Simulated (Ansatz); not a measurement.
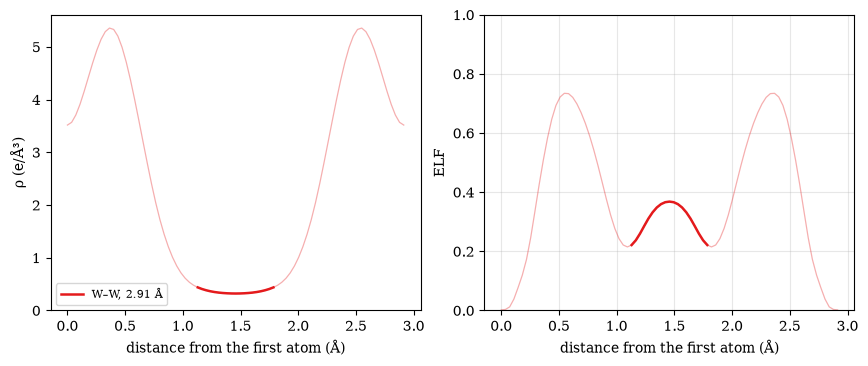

The picture shows: W. Valence pseudo-density and ELF along straight lines between neighbouring atoms. Thin, pale parts lie inside the atomic spheres.

Space group Fm-3m; changed on purpose from its base cell (strain +0.015 along x and y, +0.015 along z, atoms carried along); computed pressure about −20 GPa in this cell.

Level of theory: Ansatz, DFT r2SCAN, scalar-relativistic, plane waves, PAW.

Core electrons are frozen (PAW), and the valence fields are smoothed inside the atomic spheres.

> What can be read from the curves?

W–W (2.91 Å): the density is about 0.32 e/Å³ at the midpoint; the ELF is about 0.35 at the midpoint.
